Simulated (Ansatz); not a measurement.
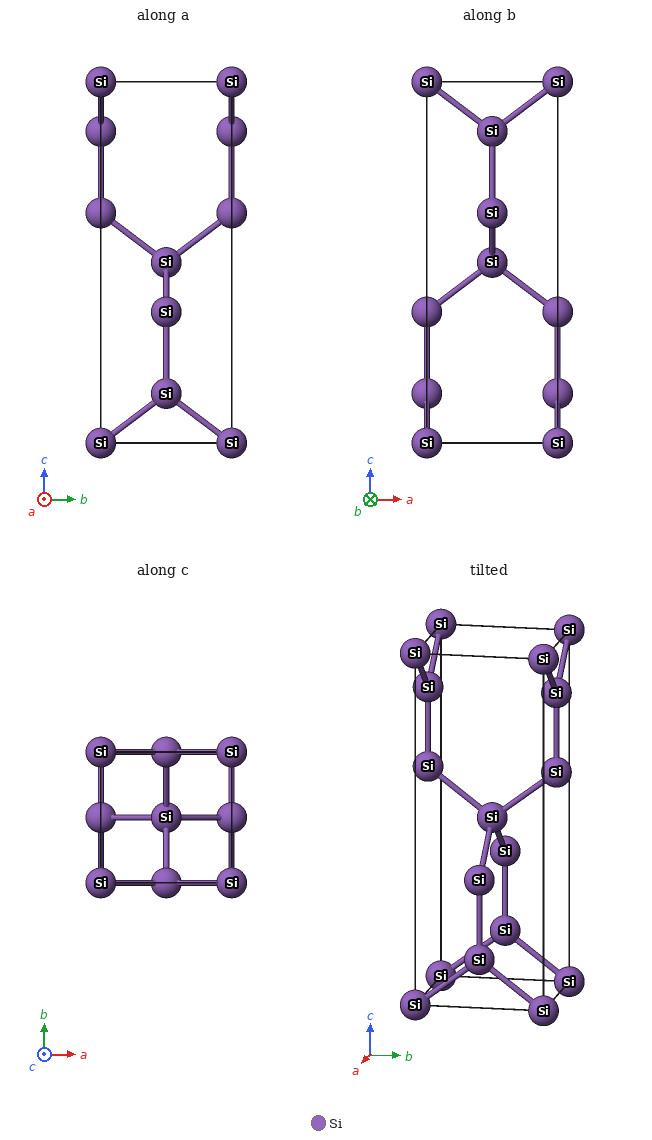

A ball-and-stick rendering, viewed along the a axis, along the b axis, along the c axis and slightly off an axis. Thin lines show the conventional unit cell, with boundary atoms drawn in all their periodic places.

Lattice parameters: a = 3.6789 Å, b = 3.6789 Å, c = 10.1488 Å, α = 90.000°, β = 90.000°, γ = 90.000°.

**Put the structure into a CIF with its space group and independent sites, with free fractional coordinates to two decimals.**

```cif
data_structure
_symmetry_space_group_name_H-M 'I -4 m 2'
_symmetry_Int_Tables_number 119
_cell_length_a 3.6789
_cell_length_b 3.6789
_cell_length_c 10.1488
_cell_angle_alpha 90.000
_cell_angle_beta 90.000
_cell_angle_gamma 90.000
_cell_volume 137.36
loop_
_atom_site_label
_atom_site_type_symbol
_atom_site_symmetry_multiplicity
_atom_site_Wyckoff_symbol
_atom_site_fract_x
_atom_site_fract_y
_atom_site_fract_z
_atom_site_occupancy
Si1 Si 4 f 0.00 0.50 0.14 1
Si2 Si 2 a 0.00 0.00 0.00 1
```

The model was built from a structure type filled with this element by a generator (whether the element takes this form wasn't checked). Earlier steps of the study may have refined or changed the cell and positions. A calculation with Ansatz used it as input.
